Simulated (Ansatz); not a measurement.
**GaAs: density, localisation and related maps**

The calculation's input:

```
crystal:
  lattice:
    - [4.2383119517, 0.0, 0.0]
    - [-2.1191559759, 3.6704858194, 0.0]
    - [0.0, 0.0, 5.7295539459]
  atoms:
    - { symbol: Ga, position: [0.3333333333, 0.6666666667, 0.25] }
    - { symbol: Ga, position: [0.6666666667, 0.3333333333, 0.75] }
    - { symbol: As, position: [0.6666666667, 0.3333333333, 0.25] }
    - { symbol: As, position: [0.3333333333, 0.6666666667, 0.75] }
kpoints:
  mp_grid: { grid: [12, 12, 6] }
  band_path:
    path:
      - [0.0, 0.0, 0.0]
      - [0.5, 0.0, 0.0]
      - [0.3333333333, 0.3333333333, 0.0]
      - [0.0, 0.0, 0.5]
      - [0.5, 0.0, 0.5]
      - [0.3333333333, 0.3333333333, 0.5]
    npoints: 1
hamiltonian:
  xc: r2scan
  dispersion: rvv10
scf:
  occupations: { method: fermi_dirac, width: 0.03 }
  n_extra_bands: 5
output:
  forces: true
  stress: true
  eigenvalues: true
  write_density: true
  write_potential: true
  elf: true
  volumetric_format: npy
```

Run with:

```sh
ansatz run input.yaml --threads 2 --pin off --max-ram 2211MiB --backend cpu --events-out ev --progress --plain --runs-dir out
```

Below, planes, directions and counts refer to the conventional cell (a = 4.24 Å, b = 4.24 Å, c = 5.73 Å, α = 90.00°, β = 90.00°, γ = 120.00°).

Space group P6₃/mmc; started from the h-MgO (five-fold) prototype, which need not be the ambient phase.

Method: DFT, r2SCAN+rVV10, plane waves, PAW (Ansatz 0.2.0).

The density is the valence pseudo-density of a PAW calculation; it isn't the true density close to the nuclei.

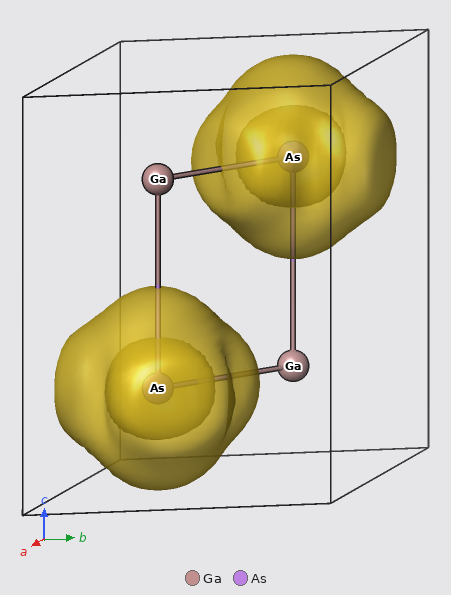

Figure 1. Isosurface of the ELF at 0.6 (yellow), seen slightly off an axis. Core shells and regions of very low density are left out. Sticks mark near contacts.

Question: Where are the electrons localised?

Answer: The surface consists of two regions on As in which the atom's valence shell and bonds are merged, counted in one cell of 4 atoms. Regions shared between cells count once. Along the contacts the grid gives the following. Ga–As (2.45 Å): the ELF peaks at about 0.75 between the atoms.

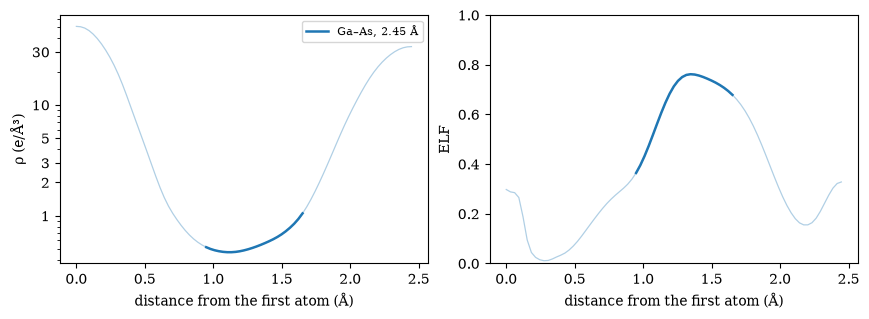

Figure 2. Valence pseudo-density and electron localisation function along straight lines between neighbouring atoms. Thin, pale parts lie inside the atomic spheres.

Question: What can be read from the curves?

Answer: Ga–As (2.45 Å): ρ at the midpoint is about 0.49 e/Å³; the ELF peaks at about 0.75 between the atoms.
